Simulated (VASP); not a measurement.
# GaN with LDA: from relaxation to properties, part 5 of 6

What structure and properties does LDA give GaN, and how near are they to the measured ones? The start is a cell from a database of measured crystal structures.

VASP 6.6.1, plane waves and PAW; the level of theory is named at each step.

So far, gap on the k-mesh (eV): 2.11 in steps 2, 6 and 8. The relaxed cell has a = 3.157, c = 5.148 Å (conventional setting).

The database entry behind the starting cell differs from later determinations by our own check (about 0.3 % short, ideal inner coordinate), so it need not match the best structure at ambient conditions.

## 9. Bands along the symmetry lines (LDA + SOC)

This step: LDA, spin-orbit coupling; plane waves and PAW (Ga_d, N) (VASP 6.6.1).

Levels along the symmetry lines show where the bands peak and cross; KPOINTS_OPT computes them in the converged potential. Spin-orbit coupling needs spinors and the noncollinear program, where each band holds one electron.

INCAR

```
SYSTEM = GaN
PREC = Accurate
ENCUT = 520
EDIFF = 1E-06
NELM = 100
ISMEAR = 0
SIGMA = 0.05
LREAL = .FALSE.
ALGO = Normal
GGA = CA
LNONCOLLINEAR = .TRUE.
MAGMOM = 0 0 0 0 0 0 0 0 0 0 0 0
NBANDS = 48
GGA_COMPAT = .FALSE.
LASPH = .TRUE.
LSORBIT = .TRUE.
LORBIT = 11
LWAVE = .FALSE.
LCHARG = .FALSE.
KPAR = 4
```

POSCAR

```
GaN
1.0
    3.1572096375      0.0000000000      0.0000000000
   -1.5786048187      2.7342237511      0.0000000000
    0.0000000000      0.0000000000      5.1484463603
Ga N
2 2
Direct
    0.3333333333      0.6666666667      0.9993965707
    0.6666666667      0.3333333333      0.4993965707
    0.3333333333      0.6666666667      0.3756034293
    0.6666666667      0.3333333333      0.8756034293
```

KPOINTS

```
Automatic mesh
0
Gamma
8 8 4
0 0 0
```

KPOINTS_OPT

```
Line mode
16
Line-mode
Reciprocal
  0.00000000   0.00000000   0.00000000 GAMMA
  0.50000000   0.00000000   0.00000000 M

  0.50000000   0.00000000   0.00000000 M
  0.33333333   0.33333333   0.00000000 K

  0.33333333   0.33333333   0.00000000 K
  0.00000000   0.00000000   0.00000000 GAMMA

  0.00000000   0.00000000   0.00000000 GAMMA
  0.00000000   0.00000000   0.50000000 A

  0.00000000   0.00000000   0.50000000 A
  0.50000000   0.00000000   0.50000000 L

  0.50000000   0.00000000   0.50000000 L
  0.33333333   0.33333333   0.50000000 H

  0.33333333   0.33333333   0.50000000 H
  0.00000000   0.00000000   0.50000000 A

  0.50000000   0.00000000   0.50000000 L
  0.50000000   0.00000000   0.00000000 M

  0.33333333   0.33333333   0.00000000 K
  0.33333333   0.33333333   0.50000000 H
```

PAW data sets: Ga_d and N (LDA family, release 64).

Started as:

```
> mpirun -np 4 vasp_ncl
```

What it wrote:

```text
[... set-up lines as in an earlier step ...]
 entering main loop
       N       E                     dE             d eps       ncg     rms          rms(c)
DAV:   1     0.404846382811E+03    0.40485E+03   -0.16104E+04  4416   0.284E+03
DAV:   2     0.514724100670E+02   -0.35337E+03   -0.32917E+03  3872   0.731E+02
DAV:   3    -0.260580011060E+02   -0.77530E+02   -0.75213E+02  4440   0.221E+02
DAV:   4    -0.318818831188E+02   -0.58239E+01   -0.57564E+01  4800   0.637E+01
DAV:   5    -0.320641965761E+02   -0.18231E+00   -0.18212E+00  4568   0.115E+01    0.107E+01
DAV:   6    -0.279024831313E+02    0.41617E+01   -0.10863E+01  7032   0.550E+01    0.297E+00
DAV:   7    -0.279838816327E+02   -0.81399E-01   -0.18139E+00  4184   0.965E+00    0.259E+00
DAV:   8    -0.279425800000E+02    0.41302E-01   -0.25753E-01  5824   0.658E+00    0.852E-01
DAV:   9    -0.279210043479E+02    0.21576E-01   -0.90648E-02  5656   0.516E+00    0.237E-01
DAV:  10    -0.279218431545E+02   -0.83881E-03   -0.63336E-03  4408   0.961E-01    0.102E-01
DAV:  11    -0.279217854790E+02    0.57675E-04   -0.10472E-03  4912   0.500E-01    0.556E-02
DAV:  12    -0.279217794918E+02    0.59872E-05   -0.31425E-04  6632   0.198E-01    0.129E-02
DAV:  13    -0.279217834311E+02   -0.39393E-05   -0.60688E-05  4184   0.720E-02    0.151E-02
DAV:  14    -0.279217819794E+02    0.14517E-05   -0.93340E-06  5232   0.360E-02    0.838E-03
DAV:  15    -0.279217815920E+02    0.38736E-06   -0.43298E-06  4904   0.414E-02
   1 F= -.27921782E+02 E0= -.27921782E+02  d E =-.318081E-17  mag=    -0.0000     0.0000    -0.0000
 Start KPOINTS_OPT (optional k-point list driver)
k-point batch [1-40\144]
       N       E                     dE             ncg
DAV:   1     0.100019079580E+05   -0.32708E+05     4456
DAV:   2    -0.374966014443E+04   -0.13752E+05     3848
DAV:   3    -0.658314692877E+04   -0.28335E+04     4368
DAV:   4    -0.678091416253E+04   -0.19777E+03     4752
DAV:   5    -0.678727562441E+04   -0.63615E+01     4712
DAV:   6    -0.678747050772E+04   -0.19488E+00     5248
DAV:   7    -0.678747649537E+04   -0.59876E-02     5128
DAV:   8    -0.678747654702E+04   -0.51653E-04     5160
DAV:   9    -0.678747654780E+04   -0.78180E-06     3080
[...]
k-point batch [121-144\144]
       N       E                     dE             ncg
DAV:   1     0.205308163174E+05   -0.29622E+05     2712
DAV:   2     0.123723822959E+05   -0.81584E+04     2320
DAV:   3     0.107236743064E+05   -0.16487E+04     2608
DAV:   4     0.106124334362E+05   -0.11124E+03     2856
DAV:   5     0.106092710579E+05   -0.31624E+01     2688
DAV:   6     0.106091468014E+05   -0.12426E+00     3240
DAV:   7     0.106091434819E+05   -0.33195E-02     3016
DAV:   8     0.106091434562E+05   -0.25733E-04     3128
DAV:   9     0.106091434558E+05   -0.36072E-06     1768
```

It took 4.1 min on 4 MPI ranks of AMD EPYC 7R43, shared host; peak memory 1.4 GiB; 16 min of CPU time.

From OUTCAR (step 9):

```text
   k-points           NKPTS =     40   k-points in BZ     NKDIM =     40   number of bands    NBANDS=     48

   NELECT =      36.0000    total number of electrons

 E-fermi :   5.6633

 k-point     1 :       0.0000    0.0000    0.0000
  band No.  band energies     occupation
    ...
     32       5.3222      1.00000
     33       5.3778      1.00000
     34       5.3778      1.00000
     35       5.3829      1.00000
     36       5.3829      1.00000
     37       7.4876      0.00000
     38       7.4876      0.00000
     39       9.7308      0.00000
     40       9.7308      0.00000
     41      14.5620      0.00000
    ...

  Total        0.0942260      0.0942260      0.0938472      0.0000000     -0.0000000      0.0000000
  in kB        3.3967824      3.3967824      3.3831283      0.0000000     -0.0000000      0.0000000
  external PRESSURE =       3.3922310 kB  Pullay stress =       0.0000000 kB

 POSITION                                       TOTAL-FORCE (eV/Angst)
 -----------------------------------------------------------------------------------
     -0.00000      1.82282      5.14534        -0.000000      0.000000     -0.009688
      1.57860      0.91141      2.57112         0.000000     -0.000000     -0.009688
     -0.00000      1.82282      1.93377        -0.000000      0.000000      0.009688
      1.57860      0.91141      4.50800        -0.000000      0.000000      0.009688
 -----------------------------------------------------------------------------------
    total drift:                               -0.000000      0.000000      0.000655

  FREE ENERGIE OF THE ION-ELECTRON SYSTEM (eV)
  ---------------------------------------------------
  free  energy   TOTEN  =       -27.9217815920 eV

  energy  without entropy=      -27.9217815920  energy(sigma->0) =      -27.92178159

 Spin-Orbit-Coupling matrix elements
 Ion:    1  E_soc:     -0.0113998
 Ion:    2  E_soc:     -0.0113998
 Ion:    3  E_soc:     -0.0000980
 Ion:    4  E_soc:     -0.0000980

 magnetization (x)
# of ion       s       p       d       tot
------------------------------------------
    1        0.000   0.000  -0.000   0.000
    2        0.000  -0.000   0.000  -0.000
    3        0.000   0.000   0.000   0.000
    4        0.000   0.000   0.000   0.000
--------------------------------------------------
tot          0.000   0.000  -0.000   0.000

 magnetization (y)
# of ion       s       p       d       tot
------------------------------------------
    1        0.000   0.000   0.000   0.000
    2       -0.000   0.000   0.000  -0.000
    3        0.000  -0.000   0.000  -0.000
    4        0.000   0.000   0.000   0.000
--------------------------------------------------
tot         -0.000  -0.000   0.000  -0.000

 magnetization (z)
# of ion       s       p       d       tot
------------------------------------------
    1        0.000  -0.000   0.000  -0.000
    2        0.000  -0.000   0.000  -0.000
    3        0.000   0.000   0.000   0.000
    4        0.000   0.000   0.000   0.000
--------------------------------------------------
tot          0.000  -0.000   0.000  -0.000

[... 7 parts as in an earlier step ...]

[... 9 further parts left out ...]
```

LASPH is switched on together with spin-orbit coupling, so the change from the scalar run holds both.

This step gave:

- SCF cycles: 15
- bands: 48
- irreducible k-points: 40
- free energy (TOTEN): -27.92 eV
- Fermi energy: 5.663 eV
- pressure: 0.3392 GPa
- least gap on mesh and path: 2.104 eV
- least direct gap on mesh and path: 2.105 eV

On-site spin-orbit energy by atom:

```
atom  on-site spin-orbit energy (eV)
 Ga1                         -0.0114
 Ga2                         -0.0114
  N3                         -0.0001
  N4                         -0.0001
```

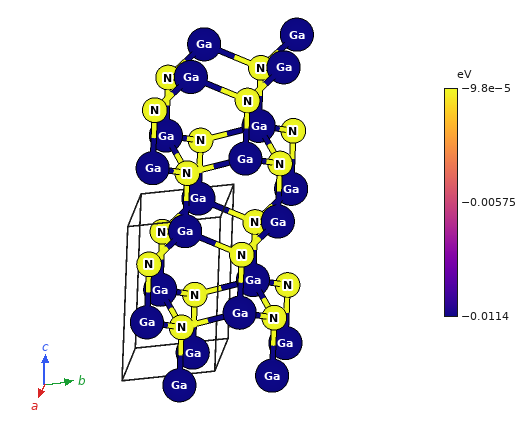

Atoms coloured by on-site spin-orbit energy. 2×2×2 cells are drawn. Some periodic images of atoms are drawn too.

Electronic bands along the path, in eV, zero at the valence-band top; v1 is the highest filled band, c1 the lowest empty one:

```
    point     v4     v3     v2     v1    c1    c2    c3    c4
        Γ  -0.01  -0.01   0.00   0.00  2.10  2.10  4.35  4.35
        M  -2.33  -2.33  -1.05  -1.05  4.99  4.99  5.63  5.63
        K  -3.12  -3.10  -2.85  -2.85  4.97  4.97  7.90  7.91
        Γ  -0.01  -0.01   0.00   0.00  2.10  2.10  4.35  4.35
        A  -0.55  -0.55  -0.55  -0.55  4.37  4.37  4.37  4.37
        L  -1.98  -1.98  -1.98  -1.98  4.36  4.36  4.36  4.36
        H  -1.56  -1.56  -1.56  -1.56  6.44  6.44  6.46  6.46
        A  -0.55  -0.55  -0.55  -0.55  4.37  4.37  4.37  4.37
jump to L  -1.98  -1.98  -1.98  -1.98  4.36  4.36  4.36  4.36
        M  -2.33  -2.33  -1.05  -1.05  4.99  4.99  5.63  5.63
jump to K  -3.12  -3.10  -2.85  -2.85  4.97  4.97  7.90  7.91
        H  -1.56  -1.56  -1.56  -1.56  6.44  6.44  6.46  6.46
```

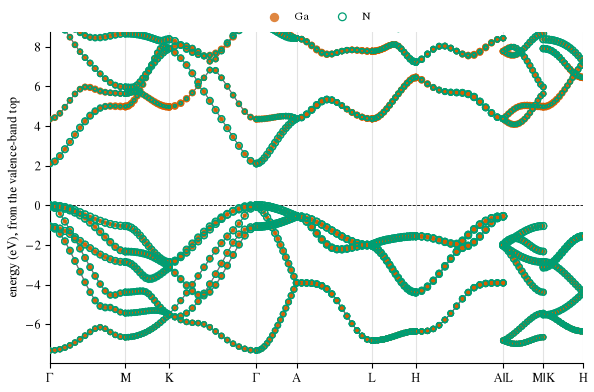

Electronic bands along the path; dots are coloured as in the legend, and their area grows with the weight.

The gap moves by -0.00 eV against LDA, which ran on another mesh.

## 10. Starting orbitals for the hybrid

This step: LDA; plane waves and PAW (Ga_d, N) (VASP 6.6.1).

A hybrid converges badly from random orbitals, so a cheap semilocal run writes a WAVECAR on the same mesh first.

INCAR

```
SYSTEM = GaN
PREC = Accurate
ENCUT = 520
EDIFF = 1E-05
NELM = 100
ISMEAR = 0
SIGMA = 0.05
LREAL = .FALSE.
ALGO = Normal
GGA = CA
NBANDS = 24
LORBIT = 11
LWAVE = .TRUE.
LCHARG = .FALSE.
KPAR = 4
```

POSCAR is that of step 9.

KPOINTS

```
Automatic mesh
0
Gamma
5 5 3
0 0 0
```

Started as:

```
> mpirun -np 4 vasp_std
```

What it wrote:

```text
[... set-up lines as in an earlier step ...]
 entering main loop
       N       E                     dE             d eps       ncg     rms          rms(c)
DAV:   1     0.265516576618E+03    0.26552E+03   -0.18245E+04   536   0.282E+03
DAV:   2    -0.184167690517E+01   -0.26736E+03   -0.25732E+03   552   0.493E+02
DAV:   3    -0.312397630021E+02   -0.29398E+02   -0.29180E+02   544   0.137E+02
DAV:   4    -0.320394905748E+02   -0.79973E+00   -0.79780E+00   624   0.248E+01
DAV:   5    -0.320552922221E+02   -0.15802E-01   -0.15800E-01   536   0.313E+00    0.108E+01
DAV:   6    -0.279199575615E+02    0.41353E+01   -0.12866E+01   864   0.549E+01    0.314E+00
DAV:   7    -0.279521881940E+02   -0.32231E-01   -0.13411E+00   536   0.887E+00    0.260E+00
DAV:   8    -0.279122977720E+02    0.39890E-01   -0.26896E-01   808   0.601E+00    0.107E+00
DAV:   9    -0.278909907750E+02    0.21307E-01   -0.78553E-02   792   0.447E+00    0.323E-01
DAV:  10    -0.278916927722E+02   -0.70200E-03   -0.53849E-03   552   0.551E-01    0.124E-01
DAV:  11    -0.278914925654E+02    0.20021E-03   -0.11038E-03   728   0.599E-01    0.431E-02
DAV:  12    -0.278915071734E+02   -0.14608E-04   -0.12194E-04   520   0.724E-02    0.589E-02
DAV:  13    -0.278915006006E+02    0.65728E-05   -0.29489E-06   296   0.368E-02
   1 F= -.27891501E+02 E0= -.27891501E+02  d E =-.122342E-12
 writing wavefunctions
```

The job ended after 8.2 s (4 MPI ranks; peak memory 0.44 GiB; 29 s of CPU time).

OUTCAR, selected parts (step 10):

```text
   k-points           NKPTS =     10   k-points in BZ     NKDIM =     10   number of bands    NBANDS=     24

   NELECT =      36.0000    total number of electrons

 E-fermi :   5.6307

 k-point     1 :       0.0000    0.0000    0.0000
  band No.  band energies     occupation
    ...
     14       4.3145      2.00000
     15       4.3145      2.00000
     16       5.3352      2.00000
     17       5.3933      2.00000
     18       5.3933      2.00000
     19       7.4941      0.00000
     20       9.7338      0.00000
     21      14.5719      0.00000
     22      15.2525      0.00000
     23      15.2525      0.00000
    ...

  Total        0.0379689      0.0379689      0.0030130      0.0000000      0.0000000      0.0000000
  in kB        1.3687538      1.3687538      0.1086171      0.0000000      0.0000000      0.0000000
  external PRESSURE =       0.9487082 kB  Pullay stress =       0.0000000 kB

 POSITION                                       TOTAL-FORCE (eV/Angst)
 -----------------------------------------------------------------------------------
     -0.00000      1.82282      5.14534         0.000000     -0.000000     -0.009182
      1.57860      0.91141      2.57112        -0.000000     -0.000000     -0.009182
     -0.00000      1.82282      1.93377         0.000000      0.000000      0.009182
      1.57860      0.91141      4.50800        -0.000000     -0.000000      0.009182
 -----------------------------------------------------------------------------------
    total drift:                               -0.000001     -0.000001      0.001157

  FREE ENERGIE OF THE ION-ELECTRON SYSTEM (eV)
  ---------------------------------------------------
  free  energy   TOTEN  =       -27.8915006006 eV

  energy  without entropy=      -27.8915006006  energy(sigma->0) =      -27.89150060

[... 7 parts as in an earlier step ...]

[... 9 further parts left out ...]
```

A gap read on the k-mesh alone can miss the band edges.

Numbers from this step:

```
SCF cycles                     : 13
bands                          : 24
irreducible k-points           : 10
free energy (TOTEN)            : -27.89 eV
Fermi energy                   : 5.631 eV
pressure                       : 0.09487 GPa
gap on the k-mesh              : 2.101 eV
least direct gap on the k-mesh : 2.101 eV
```

(Continued in part 6 of 6.)

[Lines on the potential files, build, host, timing and source positions are cut from VASP's logs without a mark.]

[Logs are printed without paths, hosts, clocks, repeated set-up lines and the standing remarks that a program may print on its own settings, such as how far it seeks lower states.]

[Hosts, paths, dates, database ids (printed as entryN), source tags and the programs' standing remarks are cut or masked in the printed files.]

[A measured line is paired with the nearest computed mode of its activity, which favours agreement.]
